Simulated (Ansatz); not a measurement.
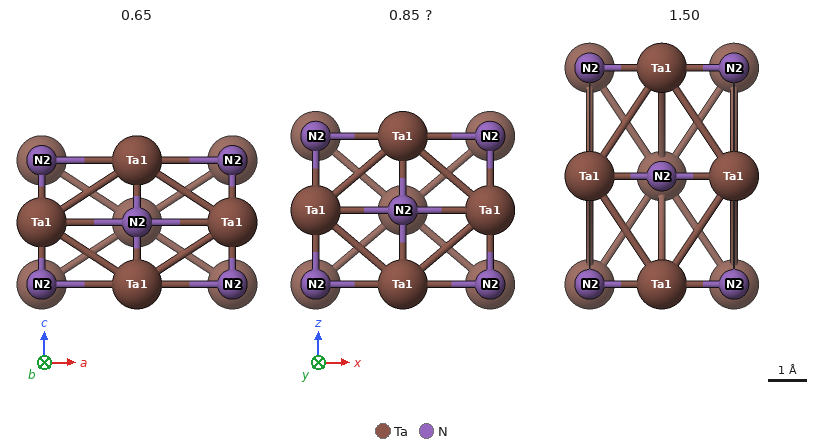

Energy scan for a crystal of TaN (Fm-3m), in which the ratio of the cell's length along z to its lengths across, counted as 1 for the reference, is changed at fixed volume (a tetragonal or Bain path), with the atoms kept at their fractional coordinates. x, y and z are the Cartesian axes of the input. The picture is a ball-and-stick view of the conventional cell (4 times the calculation's cell), seen along the b axis. Lengths and directions refer to the drawn axes.

Level of theory: Ansatz 0.2.0, DFT PBEsol, scalar-relativistic, plane waves, PAW. Settings: plane-wave cutoff 420 eV; k-point mesh 20 × 20 × 20; occupations gaussian; smearing width 0.15 eV; no spin polarisation. Energies (free energies at the smearing named) are counted from the cell as listed in its source, which wasn't relaxed.

| axial ratio over its reference value | E − E(ref) (meV/atom) |
| --- | --- |
| 0.650 | 4132 |
| 0.707 | 2451 |
| 0.780 | 1116 |
| 0.850 | ? |
| 0.920 | 111 |
| 0.960 | 26 |
| 1.000 | 0 |
| 1.050 | 32 |
| 1.100 | 105 |
| 1.200 | 316 |
| 1.300 | 603 |
| 1.414 | 1027 |
| 1.500 | 1424 |

**Fill in the missing row.**

A straight line between the two neighbours gives 614 meV/atom. A cubic through the four nearest rows (0.707, 0.780, 0.920, 0.960) gives, with Lagrange weights, (−0.1370)(2451) + (0.5986)(1116) + (0.9231)(111) + (−0.3847)(26) = 425 meV/atom. The calculation gives 441 meV/atom, so the cubic is 16 meV/atom too low and the straight line 173 meV/atom too high, as the curve bends upwards here.

The whole profile:

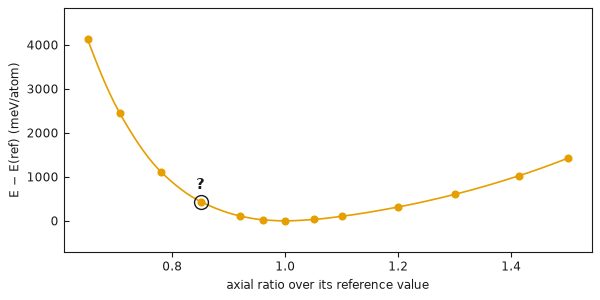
